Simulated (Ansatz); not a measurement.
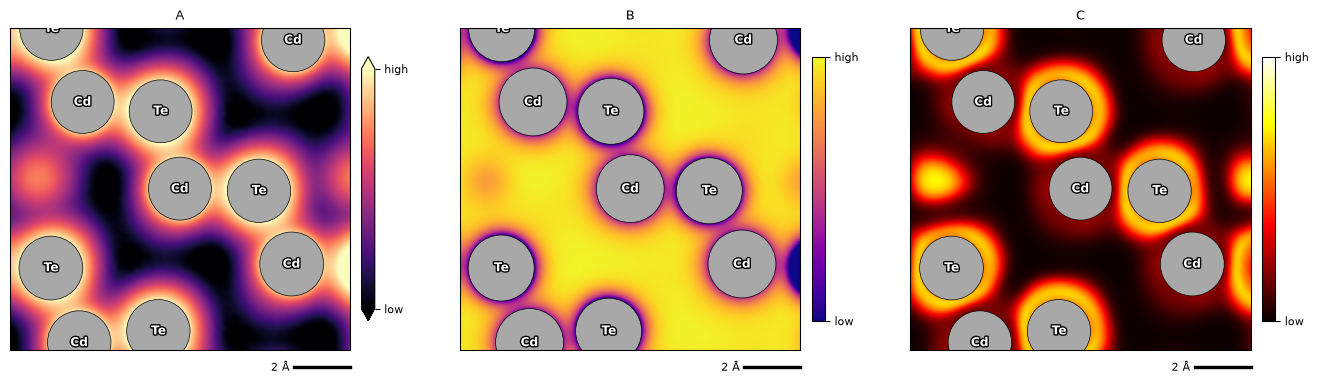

Cd16Te17 (cell with a defect): 3 fields on the (001) plane of the calculation cell, with unlabelled colour scales. Grey discs cover the atomic cores.

Level of theory: DFT PBE, scalar-relativistic, plane waves, PAW in Ansatz 0.2.0.

> Which field does each panel show? The fields are: electron localisation function, electrostatic potential energy of an electron and valence pseudo-density.

Panel A: valence pseudo-density. Panel B: electrostatic potential energy of an electron (low next to the atoms, rising into the space between them). Panel C: electron localisation function. From the grid: Cd–Te (2.81 Å): the density is about 0.35 e/Å³ at the midpoint; the ELF is about 0.50 at the midpoint. Cd–Te (2.83 Å): the density is about 0.34 e/Å³ at the midpoint; the ELF peaks at about 0.65 in the valence shell of Te, 1.2 Å from its nucleus, and is about 0.50 at the midpoint.
